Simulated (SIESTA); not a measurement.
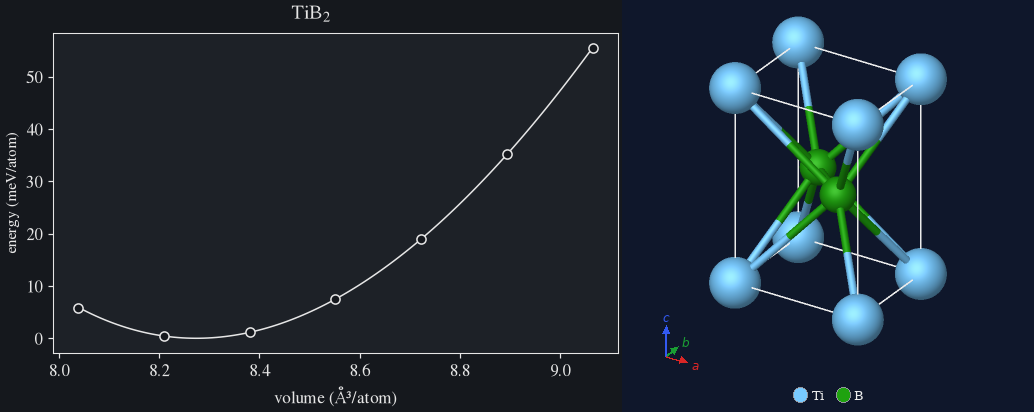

The figure shows the energy against volume for TiB₂, space group P6/mmm (No. 191). The conventional cell is drawn beside the plot.

Starting cell:
```cif
data_structure
_symmetry_space_group_name_H-M 'P 1'
_symmetry_Int_Tables_number 1
_cell_length_a 3.0292
_cell_length_b 3.0292
_cell_length_c 3.2284
_cell_angle_alpha 90.000
_cell_angle_beta 90.000
_cell_angle_gamma 120.000
_cell_volume 25.66
loop_
_atom_site_label
_atom_site_type_symbol
_atom_site_fract_x
_atom_site_fract_y
_atom_site_fract_z
_atom_site_occupancy
Ti1 Ti 0.00000 0.00000 0.00000 1
B1 B 0.66667 0.33333 0.50000 1
B2 B 0.33333 0.66667 0.50000 1
```

Calculation (SIESTA 5.4.2): DFT in numerical atomic orbitals with pseudopotentials, no spin polarisation; energies at scaled volumes of the given cell, shape and fractions fixed, counted from the fit's minimum, third-order Birch-Murnaghan fit. Level: LDA.

- k mesh: 10×10×8
- occupations: Fermi–Dirac
- smearing width: 0.05 eV
- potentials: PseudoDojo 0.4 standard, converted to PSML, two zetas on semicore shells
- program settings: basis DZP, mesh cutoff 800 Ry

This calculation gives: equilibrium volume 8.27 Å³/atom and bulk modulus 271 GPa.

Now the level changes from LDA to PBEsol. Predict the effect.

The equilibrium volume rises from 8.27 to 8.48 Å³/atom (+2.5 %) and the bulk modulus falls from 271 to 258 GPa (−4.8 %).

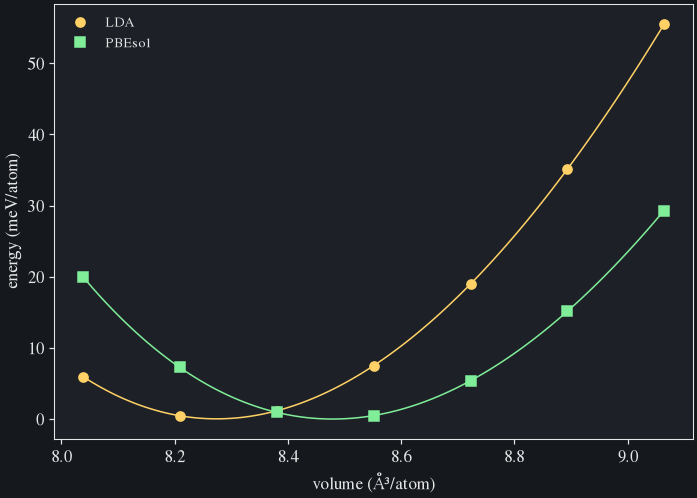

The two results together.

For both, limits of the calculation: mulliken charges of long orbitals; shape and atomic fractions are frozen while scaling, which makes layered, chain and framework solids too stiff.

V0 and the bulk modulus come from third-order Birch–Murnaghan fits.
